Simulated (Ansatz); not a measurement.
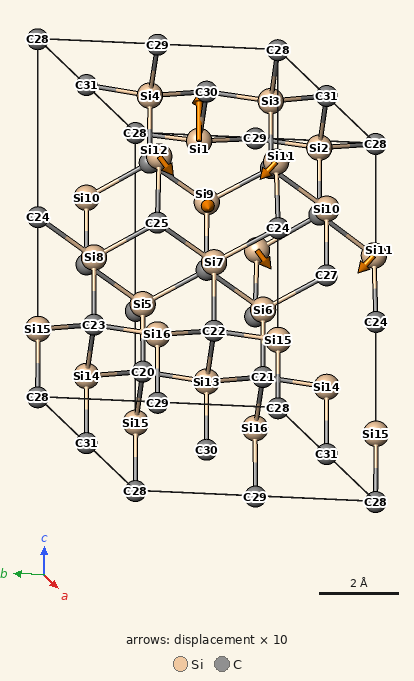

This is a relaxation of a defect cell of composition Si16C15 (cell charge +2). The starting structure is drawn; orange arrows show the displacements, 10 times their true length.

A ball-and-stick model of the cell of the calculation, reduced to other axes, seen from a free direction. Lengths and directions refer to the drawn axes.

Case: C vacancy (site b), charge +2, atoms relaxed at the host's cell.

These are results of Ansatz 0.2.0, DFT PBE, scalar-relativistic, plane waves, PAW, not measurements. (plane-wave cutoff 420 eV; k-point mesh 2 × 2 × 2; occupations gaussian; smearing width 0.01 eV; no spin polarisation; atoms relaxed in a fixed cell; force threshold 0.025 eV/Å; at most 45 steps)

Q: Atoms of which element are displaced furthest, and by how much?

A: Silicon: up to 0.14 Å, against 0.01 Å for carbon.

Q: What did the optimiser do to the structure, and how much energy did it gain?

A: The energy falls by 0.217 eV per cell of the calculation in 3 accepted moves (4 points after the start). Largest force component: 1.3 eV/Å at the start, 0.022 eV/Å at the end. 1 step only repeated the SCF at the same geometry. The atom that moves furthest is a Si atom (0.14 Å along +c). Largest moves by element: Si 0.14 Å, C 0.01 Å. The cell stays as it was. Near-neighbour distances that change, for instance: C–Si 1.889 → 1.856 Å, C–Si 1.871 → 1.845 Å, C–Si 1.938 → 1.917 Å, C–Si 1.897 → 1.910 Å. Bond angles that change, for instance: Si–C–Si 107.2° → 102.9°, Si–C–Si 106.0° → 102.5°, C–Si–C 111.4° → 114.8°. Cost: 10 s on 4 threads of AMD EPYC 7B13 (Zen 3), with other jobs on the host, peak memory 1 GiB.

Limits of the set-up: the periodic images lie only 6.2 Å apart, so the values are limited by the cell's size; the cell is charged, on a uniform background, and energies carry no finite-size correction.
